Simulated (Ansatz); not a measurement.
# Geometry relaxation of C

System: C (12 atoms in the cell).
Method: DFT, gga, plane waves, PAW (Ansatz 0.2.0).

The structure derives from a Materials Project entry.

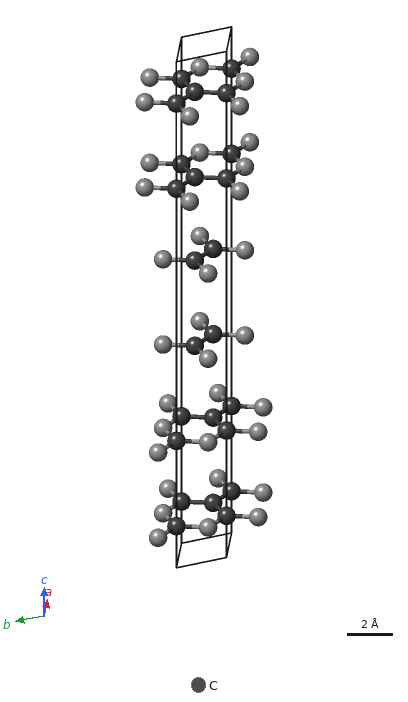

Fig. 1: The starting structure (ball-and-stick view of the cell of the calculation, seen at an oblique angle; neighbours outside the cell are drawn fainter). Near neighbours in the crystal (not all of them lie inside the picture): C has 3 C at 1.44 Å.

## Input file
```yaml
crystal:
  lattice:
    - [2.4911814209, 0.0, 0.0]
    - [-1.2455907104, 2.1574263959, 0.0]
    - [0.0, 0.0, 25.5726420942]
  atoms:
    - { symbol: C, position: [0.0, 0.0, 0.9175620076] }
    - { symbol: C, position: [0.3333333333, 0.6666666667, 0.9175586021] }
    - { symbol: C, position: [0.0, 0.0, 0.7491080646] }
    - { symbol: C, position: [0.3333333333, 0.6666666667, 0.749104659] }
    - { symbol: C, position: [0.6666666667, 0.3333333333, 0.250895341] }
    - { symbol: C, position: [0.0, 0.0, 0.2508919354] }
    - { symbol: C, position: [0.6666666667, 0.3333333333, 0.0824413979] }
    - { symbol: C, position: [0.0, 0.0, 0.0824379924] }
    - { symbol: C, position: [0.3333333333, 0.6666666667, 0.5842286743] }
    - { symbol: C, position: [0.6666666667, 0.3333333333, 0.5842252687] }
    - { symbol: C, position: [0.3333333333, 0.6666666667, 0.4157747313] }
    - { symbol: C, position: [0.6666666667, 0.3333333333, 0.4157713257] }
basis:
  ecutwfc: 420
kpoints:
  mp_grid: { grid: [18, 18, 2] }
hamiltonian:
  xc: gga
scf:
  occupations: { method: gaussian, width: 0.01 }
  max_iter: 80
output:
  forces: true
  eigenvalues: true
  stress: true
relax:
  adjacent_minimum: "off"
  f_tol: 0.008
  max_steps: 40
  cell: { stress_tol: 0.015, fix: [a, b, gamma] }
```

Command:
```bash
ansatz run input.yaml --threads 1 --pin off --max-ram 2560MiB --backend cpu --events-out ev --progress --plain --runs-dir out
```

## The program's output
```
Error: YAML parse error: error: line 24 column 7: hamiltonian.xc: unknown variant `gga`, expected one of `lda`, `lda-pw`, `pw92`, `pbe`, `pbesol`, `rpbe`, `revpbe`, `blyp`, `pbe0`, `revpbe0`, `b3lyp`, `b3lyp5`, `hse06`, `wpbeh`, `hiss`, `lc_wpbe`, `cam_b3lyp`, `hf`, `r2scan`, `r2scanh`, `r2scan0`, `r2scan50`, `mr2scan`
  --> <input>:24:7
   |
22 |   mp_grid: { grid: [18, 18, 2] }
23 | hamiltonian:
24 |   xc: gga
   |       ^ hamiltonian.xc: unknown variant `gga`, expected one of `lda`, `lda-pw`, `pw92`, `pbe`, `pbesol`, `rpbe`, `revpbe`, `blyp`, `pbe0`, `revpbe0`, `b3lyp`, `b3lyp5`, `hse06`, `wpbeh`, `hiss`, `lc_wpbe`, `cam_b3lyp`, `hf`, `r2scan`, `r2scanh`, `r2scan0`, `r2scan50`, `mr2scan`
25 | scf:
26 |   occupations: { method: gaussian, width: 0.01 }
   |
```

## What the run reported

| quantity | value |
| --- | --- |
| outcome | refused by the program |
| space group (tolerance 0.01 Å) | R-3m (166) |
| hardware | 1 thread of AMD EPYC (Zen 5), 64 GiB of memory available, shared host |

## Diagnosis

A setting was made wrong on purpose: an unknown functional (`hamiltonian.xc`). The program refused the input: “YAML parse error: error: line 24 column 7: hamiltonian.xc: unknown variant `gga`, expected one of `lda`, `lda-pw`, `pw92`, `pbe`, `pbesol`, `rpbe`, `revpbe`, `blyp`, `pbe0`, `revpbe0`, `b3lyp`, `b3lyp5`, `hse06`, `wpbeh`, `hiss`, `lc_wpbe`, `cam_b3lyp`, `hf`, `r2scan`, `r2scanh`, `r2scan0`, `r2scan50`, `mr2scan` --> …”
